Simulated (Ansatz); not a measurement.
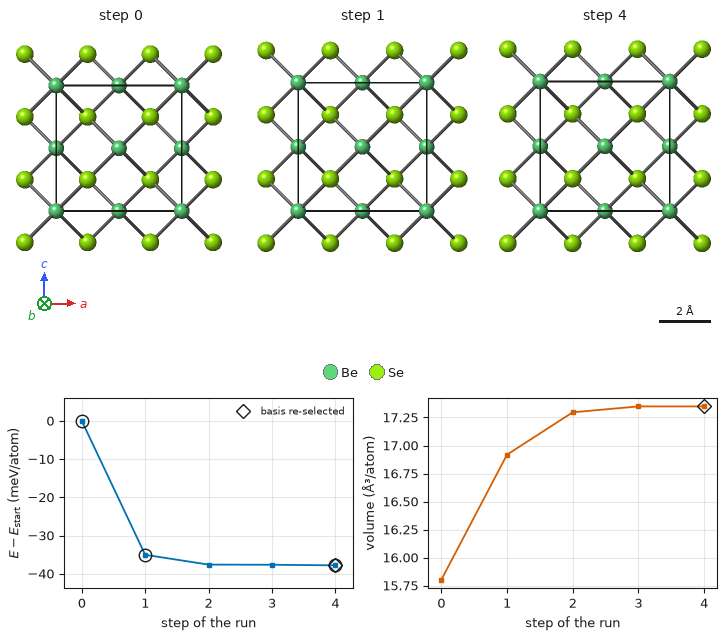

Frames of a relaxation of crystalline BeSe (set up in F-43m), marked on the history of the run. A ball-and-stick model of the conventional cell (4 times the calculation's cell), seen along the b axis. Lengths and directions refer to the drawn axes.

Case: cell and atoms relaxed from 0.97 times the given volume.

These are results of DFT, PBE, PAW with Ansatz's default frozen-core files, scalar-relativistic in Ansatz, not measurements. (plane-wave cutoff 420 eV; k-point mesh 8 × 8 × 8; occupations fermi dirac; smearing width 0.02 eV; no spin polarisation; cell and atoms relaxed; force threshold 0.005 eV/Å; at most 80 steps)

What happens along the run?

No atom moves by more than 0.005 Å relative to the cell. The drawn cell changes as follows: a = b = c 5.019 → 5.177 Å (+3.2 %); the volume changes by +9.8 %. Some distances before and after: Be–Se 2.173 → 2.242 Å. The space group stays F-43m (No. 216). After 3 accepted moves (4 points after the start) the energy has fallen by 37.8 meV per atom. All forces vanish by symmetry, so only the cell relaxes. Pressure: 8.43 GPa at the start and 0.02 GPa at the end. The SCF was repeated once at an unchanged geometry on a basis and grid sized afresh for the cell, which shifted the energy by 0.2 meV per atom at most. From step 0 to 1: volume +7.1 %, energy −35.0 meV per atom. From step 1 to 4: volume +2.5 %, energy −2.8 meV per atom.
